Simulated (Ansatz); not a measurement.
Si (cell with a defect)

Input

```
crystal:
  lattice:
    - [0.0, 0.0, 7.7220519843]
    - [0.0, -6.6915283344, 3.8610259921]
    - [6.6915283344, 0.0, 3.8610259921]
  atoms:
    - { symbol: Si, position: [0.5, 0.8213901173, 0.1786098827] }
    - { symbol: Si, position: [0.25, 0.3213901173, 0.6786098827] }
    - { symbol: Si, position: [0.75, 0.3213901173, 0.6786098827] }
    - { symbol: Si, position: [0.25, 0.6786098827, 0.3213901173] }
    - { symbol: Si, position: [0.75, 0.6786098827, 0.3213901173] }
    - { symbol: Si, position: [0.5, 0.1786098827, 0.8213901173] }
    - { symbol: Si, position: [1.0, 0.1786098827, 0.8213901173] }
    - { symbol: Si, position: [0.9286098827, 0.3213901173, 0.3213901173] }
    - { symbol: Si, position: [0.4286098827, 0.3213901173, 0.3213901173] }
    - { symbol: Si, position: [0.1786098827, 0.8213901173, 0.8213901173] }
    - { symbol: Si, position: [0.6786098827, 0.8213901173, 0.8213901173] }
    - { symbol: Si, position: [0.5713901173, 0.6786098827, 0.6786098827] }
    - { symbol: Si, position: [0.0713901173, 0.6786098827, 0.6786098827] }
    - { symbol: Si, position: [0.8213901173, 0.1786098827, 0.1786098827] }
    - { symbol: Si, position: [0.3213901173, 0.1786098827, 0.1786098827] }
basis:
  ecutwfc: 420
kpoints:
  mp_grid: { grid: [4, 4, 4] }
hamiltonian:
  xc: pbe
scf:
  occupations: { method: gaussian, width: 0.05 }
output:
  forces: true
  stress: true
  eigenvalues: true
  write_density: true
  write_potential: true
  elf: true
  volumetric_format: npy
relax:
  adjacent_minimum: "off"
  f_tol: 0.02
  max_steps: 50
```

Run with:

```sh
ansatz run input.yaml --threads 4 --pin off --max-ram 9216MiB --backend cpu --events-out ev --progress --plain --runs-dir out
```

The fields are those of the relaxed geometry.

Method: DFT PBE, scalar-relativistic, plane waves, PAW (Ansatz).

**What will maps of the valence pseudo-density and electron localisation function show?**

Si–Si (2.41 Å): the density is about 0.51 e/Å³ at the midpoint; the ELF peaks at about 0.95 between the atoms (a covalent bond).

**Metal or insulator at this level of theory?**

It is gapped, with a Kohn–Sham gap of 0.37 eV on the k-point mesh (the band edges may lie off the mesh, which would make the gap smaller).

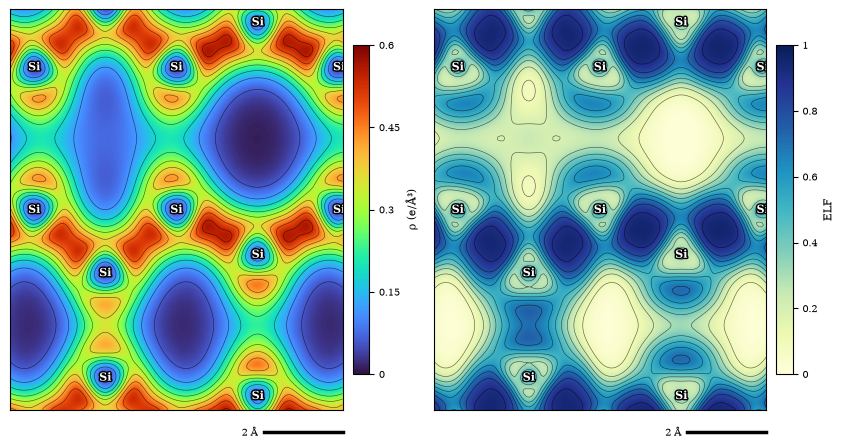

Computed valence pseudo-density and electron localisation function on the (011̄) plane of the calculation cell, in this order. 

Core electrons are frozen (PAW), and the valence fields are smoothed inside the atomic spheres.
